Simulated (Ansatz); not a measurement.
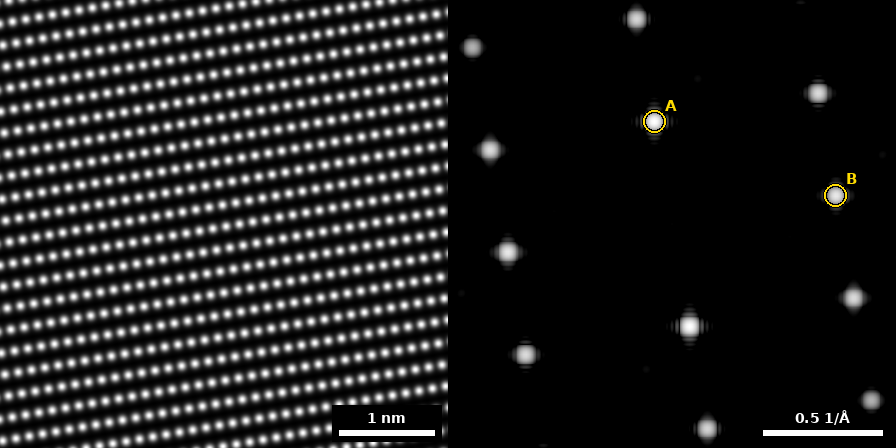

Z-contrast image of Ti (P6_3/mmc, No. 194) along [210]. Simulation: incoherent imaging, intensity Z^1.7 per atom, probe width 0.65 Å, thin sample. The probe carries 15 % of its weight in a tail 2.5 times as wide. The display is stretched by a gamma of 0.65; percentages refer to the linear signal. Atomic positions: the geometry relaxed with Ansatz 0.2.0, DFT, LDA (PW92), plane waves (420 eV) with PAW, scalar-relativistic; the starting structure was generated, so it need not be a known form of this composition.

The right panel is the modulus of the image's Fourier transform on a logarithmic scale.

a = 2.857 Å, b = 2.857 Å, c = 9.156 Å, α = 90.00°, β = 90.00°, γ = 120.00°

Index the marked spots and give their plane spacings (the zone axis points at the viewer; indices equivalent by symmetry, or all signs reversed, are as good).

Answer. A: (0 0 -4), d = 2.29 Å; B: (1 -2 0), d = 1.43 Å. A and B enclose 90°, and every spot obeys the zone law hu + kv + lw = 0 for [210].
